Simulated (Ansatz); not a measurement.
# Electron scattering at the Σ5 (210) boundary in fcc Cu with Si (substitutional), part 2 of 2

How much does the Σ5 (210) boundary in fcc Cu with Si (substitutional) reflect electrons?

Ansatz 0.2.0; Ansatz plane-wave DFT, PBE, PAW files; relaxation of a bicrystal slab with its lowest layers held; PAW set soft_1 (the session's first sound run).

So far: Starting point; Relaxing the bicrystal.

## 2. Relaxing the bicrystal (continued)

The steps of the relaxation:

| step | energy less that of the first step (eV) | largest force component (eV/Å) |
| --- | --- | --- |
| 1 | 0.0000 | 0.7009 |
| 2 | -0.2951 | 0.5885 |
| 3 | -0.5100 | 0.3537 |
| 4 | -0.5896 | 0.1039 |
| 5 | -0.6073 | 0.0278 |
| 6 | -0.6073 | 0.0276 |
| 7 | -0.6092 | 0.0250 |
| 8 | -0.6099 | 0.0191 |

The run keeps the 2 symmetry operations that it works with, so distortions that break them were not tested.

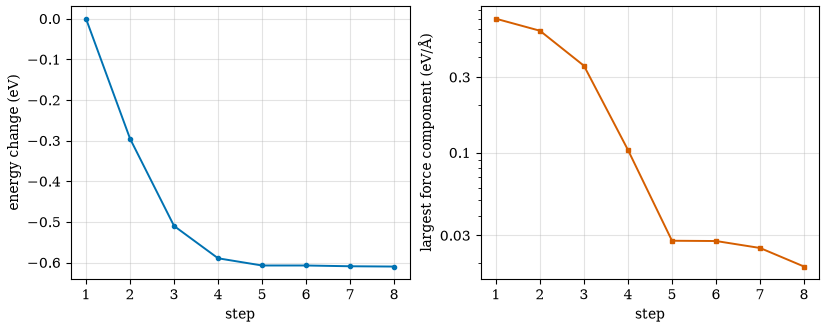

Energy and largest force along the relaxation.

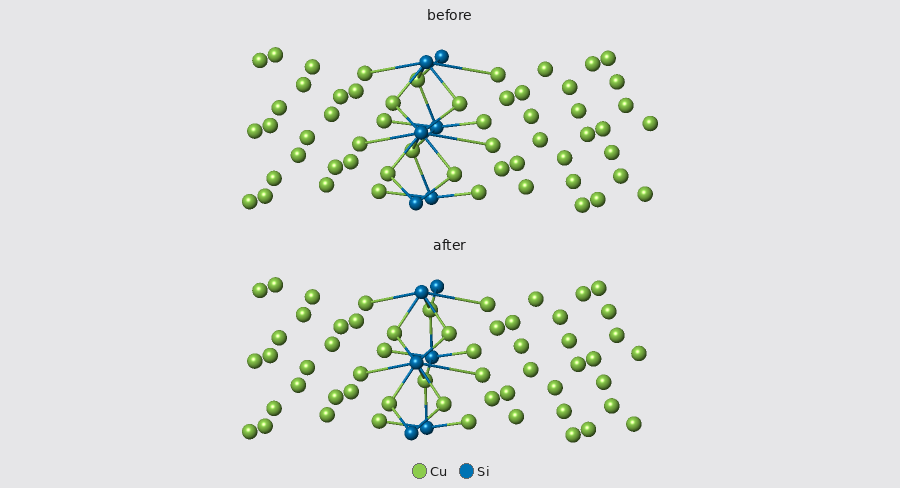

The structure before and after the relaxation, drawn at the same scale.

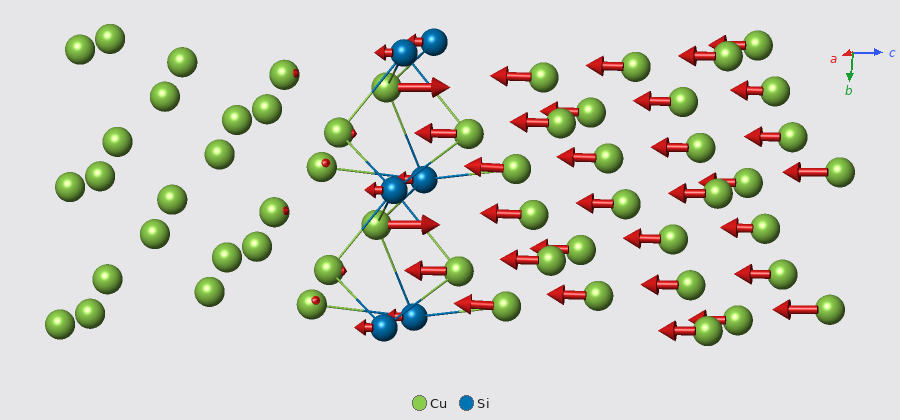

Displacements in the relaxation, exaggerated; the longest in the cell stands for 0.63 Å. 1×2×1 cells are drawn. Some periodic images of atoms are drawn too.

The atoms that moved most (Å):

| atom | dx | dy | dz | length |
| --- | --- | --- | --- | --- |
| Cu10 | 0.017 | -0.007 | 0.627 | 0.627 |
| Cu23 | -0.010 | 0.005 | -0.552 | 0.552 |
| Cu12 | 0.009 | -0.004 | -0.511 | 0.511 |
| Cu14 | 0.028 | -0.012 | -0.496 | 0.497 |
| Cu13 | 0.059 | -0.026 | -0.475 | 0.480 |
| Cu16 | 0.027 | -0.012 | -0.474 | 0.474 |
| Cu15 | 0.021 | -0.010 | -0.468 | 0.468 |
| Cu18 | 0.018 | -0.008 | -0.455 | 0.456 |

This step gave:

```
free energy             : -146386.7767 eV
energy at zero smearing : -146386.6504 eV
Fermi energy            : 8.632 eV
```

The largest force component on a free atom ends at 0.019 eV/Å, under the tolerance of 0.03, after 8 steps.

## 3. Transmission across the boundary

This step: Ansatz plane-wave DFT, PBE, PAW files; ballistic transport by layer matching (Landauer), zero bias; boundary relaxed in a short slab, bulk layers laid on; PAW set soft_1 (Ansatz 0.2.0).

System of this step: Σ5 (210) boundary in fcc Cu with Si (substitutional). The cell holds 53 atoms: 52 Cu and 1 Si. Cell: a = 4.427 Å, b = 3.615 Å, c = 50.387 Å, α = 90.0°, β = 90.0°, γ = 65.9°. It derives from Cu. Regions: lower grain, 22 atoms (22 Cu); boundary, 14 atoms (13 Cu and 1 Si); upper grain, 17 atoms (17 Cu). Vacuum lies along c.

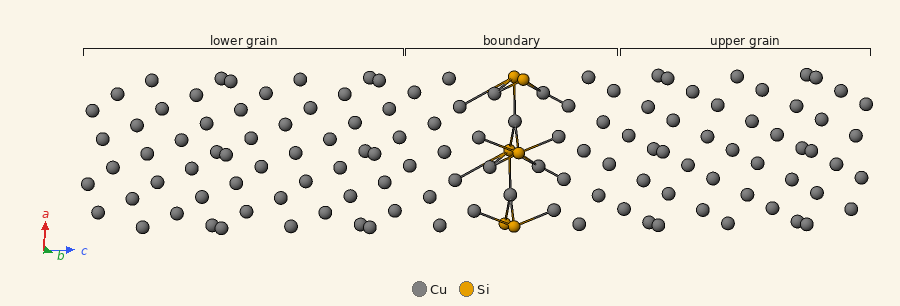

The cell of this step (copper grey, silicon orange). 2×1×1 cells are drawn. Some periodic images of atoms are drawn too.

Input file input.yaml:

```yaml
crystal:
  lattice:
    - [4.4274037203, 0.0, 0.0]
    - [1.4758012401, 3.2999918941, 0.0]
    - [0.0, 0.0, 50.3873800672]
  atoms:
    - { symbol: Cu, position: [-17.3999999996, 8.6999999998, 0.079384957] }
    - { symbol: Cu, position: [-16.7999999996, 8.3999999998, 0.0954272602] }
    - { symbol: Cu, position: [-16.1999999996, 8.0999999998, 0.1114695634] }
    - { symbol: Cu, position: [-15.5999999996, 7.7999999998, 0.1275118667] }
    - { symbol: Cu, position: [-14.9999999996, 7.4999999998, 0.1435541699] }
    - { symbol: Cu, position: [-14.3999999997, 7.1999999998, 0.1595964731] }
    - { symbol: Cu, position: [-13.7999999997, 6.8999999998, 0.1756387763] }
    - { symbol: Cu, position: [-13.1999999997, 6.5999999998, 0.1916810796] }
    - { symbol: Cu, position: [-12.5999999997, 6.2999999998, 0.2077233828] }
    - { symbol: Cu, position: [-11.9999999997, 5.9999999998, 0.223765686] }
    - { symbol: Cu, position: [-11.3999999997, 5.6999999998, 0.2398079892] }
    - { symbol: Cu, position: [-10.7999999997, 5.3999999998, 0.2558502924] }
    - { symbol: Cu, position: [-10.1999999998, 5.0999999999, 0.2718925957] }
    - { symbol: Cu, position: [-9.5999999998, 4.7999999999, 0.2879348989] }
    - { symbol: Cu, position: [-8.9999999998, 4.4999999999, 0.3039772021] }
    - { symbol: Cu, position: [-8.3999999998, 4.1999999999, 0.3200195053] }
    - { symbol: Cu, position: [-7.7999999998, 3.8999999999, 0.3360618086] }
    - { symbol: Cu, position: [-7.1999999998, 3.5999999999, 0.3521041118] }
    - { symbol: Cu, position: [-6.5999999998, 3.2999999999, 0.368146415] }
    - { symbol: Cu, position: [-5.9999999999, 2.9999999999, 0.3841887182] }
    - { symbol: Cu, position: [-5.3999999999, 2.6999999999, 0.4002310214] }
    - { symbol: Cu, position: [-4.7999999999, 2.3999999999, 0.4162733247] }
    - { symbol: Cu, position: [0.8000000001, 0.0999999999, 0.4323156279] }
    - { symbol: Cu, position: [0.4019134748, 0.7990432626, 0.448991536] }
    - { symbol: Cu, position: [0.0009147421, 0.499542629, 0.4648056295] }
    - { symbol: Cu, position: [0.6042691557, 0.1978654222, 0.4813366752] }
    - { symbol: Cu, position: [0.2111885241, 0.894405738, 0.4969389441] }
    - { symbol: Cu, position: [0.7967581173, 0.6016209414, 0.5138600944] }
    - { symbol: Cu, position: [0.4044941885, 0.2977529057, 0.5410103197] }
    - { symbol: Si, position: [0.0003901607, -0.0001950803, 0.5401309159] }
    - { symbol: Cu, position: [0.8024373986, 0.5987813007, 0.5665533924] }
    - { symbol: Cu, position: [0.2159628727, 0.8920185636, 0.5833061849] }
    - { symbol: Cu, position: [0.6075525255, 0.1962237372, 0.5989440767] }
    - { symbol: Cu, position: [0.0058107073, 0.4970946464, 0.6155408936] }
    - { symbol: Cu, position: [0.4072756747, 0.7963621627, 0.6314678334] }
    - { symbol: Cu, position: [0.8052797189, 0.0973601406, 0.6478958882] }
    - { symbol: Cu, position: [-4.7947202811, 2.3973601405, 0.6639381914] }
    - { symbol: Cu, position: [-5.3947202811, 2.6973601405, 0.6799804947] }
    - { symbol: Cu, position: [-5.9947202811, 2.9973601405, 0.6960227979] }
    - { symbol: Cu, position: [-6.5947202811, 3.2973601405, 0.7120651011] }
    - { symbol: Cu, position: [-7.194720281, 3.5973601405, 0.7281074043] }
    - { symbol: Cu, position: [-7.794720281, 3.8973601405, 0.7441497076] }
    - { symbol: Cu, position: [-8.394720281, 4.1973601405, 0.7601920108] }
    - { symbol: Cu, position: [-8.994720281, 4.4973601405, 0.776234314] }
    - { symbol: Cu, position: [-9.594720281, 4.7973601405, 0.7922766172] }
    - { symbol: Cu, position: [-10.194720281, 5.0973601405, 0.8083189204] }
    - { symbol: Cu, position: [-10.794720281, 5.3973601405, 0.8243612237] }
    - { symbol: Cu, position: [-11.3947202809, 5.6973601404, 0.8404035269] }
    - { symbol: Cu, position: [-11.9947202809, 5.9973601404, 0.8564458301] }
    - { symbol: Cu, position: [-12.5947202809, 6.2973601404, 0.8724881333] }
    - { symbol: Cu, position: [-13.1947202809, 6.5973601404, 0.8885304366] }
    - { symbol: Cu, position: [-13.7947202809, 6.8973601404, 0.9045727398] }
    - { symbol: Cu, position: [-14.3947202809, 7.1973601404, 0.920615043] }
kpoints:
  mp_grid: { grid: [8, 8, 1] }
hamiltonian:
  xc: pbe
  pseudopotentials: { kind: paw, azcp: { folder: soft_1 } }
scf:
  occupations: { method: fermi_dirac, width: 0.1 }
output:
  transmission:
    leads: [[12, 13], [43, 44]]
    kmesh: [20, 20]
    e_range: [-0.1, 0.1]
    de: 0.05
  write_potential: true
  write_density: true
  volumetric_format: npy
  elf: true
```

Started as:

```
$ ansatz run input.yaml --threads 4 --pin off --max-ram 15360MiB --backend cpu --events-out ev --progress --plain --runs-dir out
```

Numbers of over 12 decimals in the logs are rounded to 6 here.

Log:

```text
[...]
Crystal: 53 atoms, lattice volume = 736.180 Å³
Basis set: ecut = 420 eV, 14387 PW (Γ)
Bands: 596, of which v1, the nominal top of the filled ones, is band 496 counted from 1 (495 counted from 0)
Symmetry: 2 space group operations
[...]
k-points: 21 of 64 (time reversal used)
[...]
SCF iter   1: F=—  HF=-345190.427615 eV  |F-HF|=—  |Δ(HF+E_count)|=         —  Δρ=2.46e-1  dr2=2.72e2  ethr=3.10e-3  ⟨swp⟩=5.2  Hψ=44129  notcnv=0  defer=555
[...]
SCF iter  17: F=-345142.370804 eV  HF=-345142.370804 eV  |F-HF|=1.51e-9  |Δ(HF+E_count)|=   1.05e-9  Δρ=4.97e-7  dr2=2.04e-9  ethr=1.00e-12  ⟨swp⟩=1.9  Hψ=27929  notcnv=0
SCF 1 converged in 17 iterations: F = -345142.370804 eV  dr2 = 2.04e-9
[...]
transmission: 446 of 4440 steps passed
transmission: 890 of 4440 steps passed
[...]
transmission: 4440 of 4440 steps passed
WARN: The input density's exchange-correlation potential varies sharply where the density is thin. Do not read a vacuum level from v_tot or v_xc, or from such a field of the output density. On a cell that repeats whose density bears no net charge and no dipole along the vacuum's axis use v_es (v_loc + v_h of the components); under efield.dipole_correction with no amplitude use v_es + v_field, which holds any external [...]
SCF converged after 17 iterations
an eigenvalue changed by more than its tolerance at an iteration that met the thresholds in force, so the SCF went on 2 times: the last check was not made
the last check of whether an eigenvalue changes by more than its tolerance under the output density was not made (no_room)
Free energy (F): -345142.370804 eV
[...]
Internal energy: -345141.825956 eV  (E = F + TS)
E sigma→0 (E₀):  -345142.098380 eV
Entropy (-TS):   -0.544848 eV (-10.280 meV/atom)
Fermi energy:    13.265222 eV
[...]
--- Band table (eV; the first three rows and the last of 21) ---
  k-point 0: bands = [... 492 lower, 14.7685, 14.8013, 14.9308, 15.0015, 15.0967, 15.1842, 15.2457, 15.3186, ... 96 higher]
  k-point 1: bands = [... 492 lower, 14.5281, 14.5615, 14.5972, 14.6554, 14.7431, 14.8255, 14.9416, 15.1024, ... 96 higher]
  k-point 2: bands = [... 492 lower, 14.1233, 14.1511, 14.1733, 14.2013, 14.2947, 14.3471, 14.4099, 14.4739, ... 96 higher]
  k-point 20: bands = [... 492 lower, 12.1332, 12.2208, 12.3427, 12.4211, 12.6019, 12.7437, 12.9856, 13.1097, ... 96 higher]
--- Transmission ---
  basis      : 131 plane waves across, 40 finite elements along
  points     : 111, standing for a mesh of 20 x 20
  energies   : 5 from -0.100000 to 0.100000 eV about the Fermi level, 0.050000 eV apart; the leads are filled to 0.000000 eV, and channels, transmission and decay are at 0.000000 eV
  crystal 0  : Cu3, at the sites [12, 13], period 2.4250 Å, over 18.59 Å; its Hamiltonian steps by up to 5.9 meV
    offset         : up to 0.0000 Å between an atom of the period and one for which it stands
    channels       : 2.127500e0 a spin
    conductance    : none, the energies end too early or step too widely for 300 K: set another output.transmission.e_range or a lower de, or, where they end at an eighth of basis.ecutwfc, a higher one
[...]
channels       : 2.137500e0 a spin
[...]
junction   : crystal 0 to crystal 1, 13.00 to 37.39 Å
    transmission   : 1.306254e0 a spin
[...]
```

Wall time 33 min (4 threads of Arm Neoverse V1, shared host); peak memory 10 GiB; 2.1 h of CPU time.

Numbers from this step:

```
free energy                                    : -345142.3708 eV
energy at zero smearing                        : -345142.0984 eV
Fermi energy                                   : 13.27 eV
cell area                                      : 14.61 Å²
transmission per spin nearest the Fermi level  : 1.306
open channels per spin nearest the Fermi level : 2.127
open channels per spin, upper lead             : 2.138
step of the lead's potential                   : 5.9 meV
step of the upper lead's potential             : 7 meV
```

Per spin. The transmission, zone mean by energy, zero at the Fermi level:

| energy (eV) | transmission, zone mean |
| --- | --- |
| -0.1000 | 1.32 |
| -0.0500 | 1.32 |
| 0.0000 | 1.31 |
| 0.0500 | 1.30 |
| 0.1000 | 1.31 |

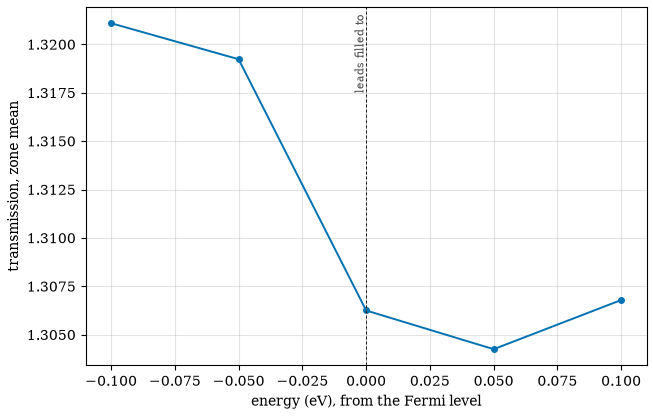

Transmission, zone mean, plotted against energy.

Per spin. Open channels, zone mean against energy, zero at the Fermi level:

| energy (eV) | lead | upper lead |
| --- | --- | --- |
| -0.1000 | 2.14 | 2.14 |
| -0.0500 | 2.12 | 2.12 |
| 0.0000 | 2.13 | 2.14 |
| 0.0500 | 2.15 | 2.15 |
| 0.1000 | 2.15 | 2.15 |

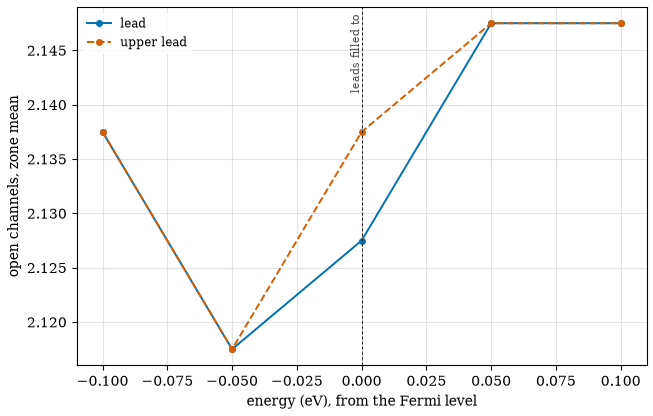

Open channels, zone mean against energy.

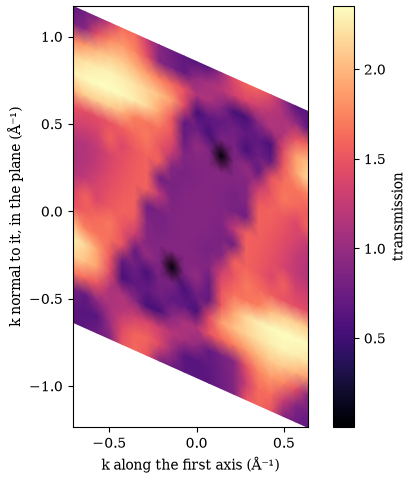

Transmission over k1 and k2. At 0.0000 eV from the Fermi level.

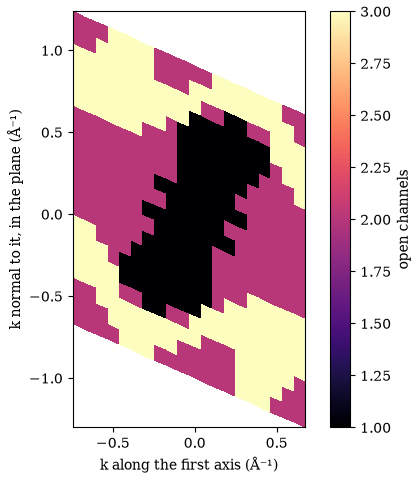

Open channels over k1 and k2. At 0.0000 eV from the Fermi level.

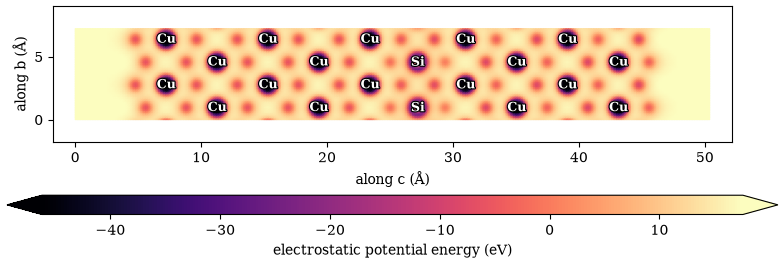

Electrostatic potential energy in the cb plane at fractional x = 0.000, with atoms of Cu and Si within 0.2 Å of it. With pseudopotentials it is smooth inside the atoms' cores, unlike the true potential. The map starts off the cell's origin, so that atoms lie inside it.

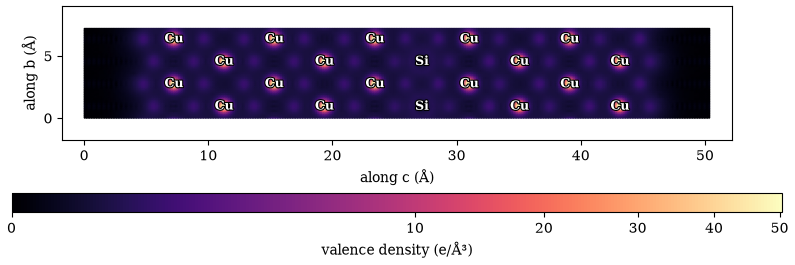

Valence density in the cb plane at fractional x = 0.000, with atoms of Cu and Si within 0.2 Å of it. It is the smooth field of the valence electrons, not physical close to the nuclei. The map starts off the cell's origin, so that atoms lie inside it. The colour scale is stretched toward low values.

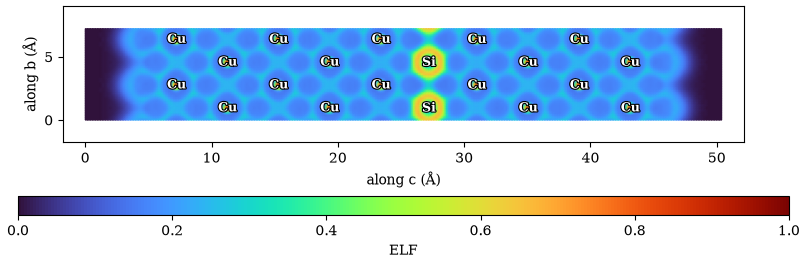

ELF in the cb plane at fractional x = 0.000, with atoms of Cu and Si within 0.2 Å of it. It is the smooth field of the valence electrons, not physical close to the nuclei. The map starts off the cell's origin, so that atoms lie inside it.

Over the solved energies the transmission per spin lies between 1.30 and 1.32, out of 2.14 channels of the lead on average (up to 2.15).

## 4. Specific resistance

This step: Ansatz plane-wave DFT, PBE, PAW files; ballistic transport by layer matching (Landauer), zero bias; specific resistance of the boundary; PAW set soft_1 (Ansatz 0.2.0).

Numbers from this step:

```
area resistance                      : 0.5552 fΩ m²
T over the leads' mean channel count : 0.6139
```

Averaged over the energies near the Fermi level, 61.4 % of the channels pass, which makes 0.555 fΩ m².

By hand, with T and the leads' channels N averaged over the energies near the Fermi level: RA = A (h/2e²)(1/T − ½[1/N₁ + 1/N₂]) = 14.61×10⁻²⁰ m² × 12 906 Ω × (1/1.312 − ½[1/2.136 + 1/2.138]) = 0.555 fΩ m².

## 5. What came out

| Quantity | Value |
| --- | --- |
| specific resistance of the boundary | 0.555 fΩ m² |
| share of channels that pass | 0.614 |

In words: The boundary has a specific resistance of 0.56 fΩ m². The boundary reflects 39 % of the channels; 0.56 fΩ m² is 5.6×10⁻¹² Ω·cm². That equals the resistance of 32 nm of bulk Cu at 300 K (measured 1.725 µΩ cm, CRC Handbook of Chemistry and Physics, 84th ed., 2003, Electrical Resistivity of Pure Metals). One Si in 14.6 Å² of boundary is a high coverage. Each plane of this narrow cell holds one atom, so the solute fills a whole plane. One starting structure was relaxed; another shift or atom count at the boundary may lie lower.

[Logs are printed without paths, hosts, clocks, repeated set-up lines and the standing remarks that a program may print on its own settings, such as how far it seeks lower states.]

[Hosts, paths, dates, database ids (printed as entryN), source tags and the programs' standing remarks are cut or masked in the printed files.]
